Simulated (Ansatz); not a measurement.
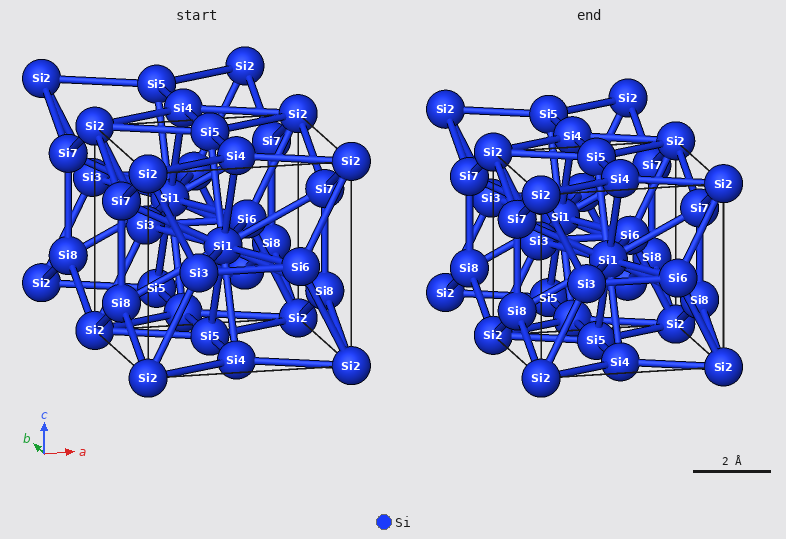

The structure of a crystal of Si (built on the beta-tungsten (A15)_223 type) (coarse preliminary run) before (left) and after (right) a relaxation, at one scale.

The picture is a ball-and-stick view of the cell of the calculation, repeated 1 × 2 × 1 with one cell outlined, seen slightly off an axis.

Case: beta-tungsten (A15) type (Pm-3n, No. 223).

The calculation used Ansatz, DFT PBE, scalar-relativistic, plane waves, PAW. Settings: plane-wave cutoff 420 eV; k-point mesh 4 × 4 × 4; occupations gaussian; smearing width 0.1 eV; no spin polarisation; cell and atoms relaxed; force threshold 0.04 eV/Å; at most 70 steps.

Describe what moved and what it gained.

Answer. No atom moves by more than 0.005 Å relative to the cell. The volume changes by −27.8 %, with a = b = c 5.468 → 4.906 Å (−10.3 %). Near-neighbour distances that change, for instance: Si3–Si4 3.349 → 3.004 Å, Si1–Si3 3.057 → 2.743 Å, Si3–Si6 2.734 → 2.453 Å. The space group stays Pm-3n (No. 223). Over 3 accepted moves (4 points after the start) the energy falls by 327 meV per atom. All forces vanish by symmetry, so only the cell relaxes. Pressure: −13.69 GPa at the start and 0.28 GPa at the end. The SCF was repeated once at an unchanged geometry on a basis and grid sized afresh for the cell, which shifted the energy by 0.2 meV per atom at most.
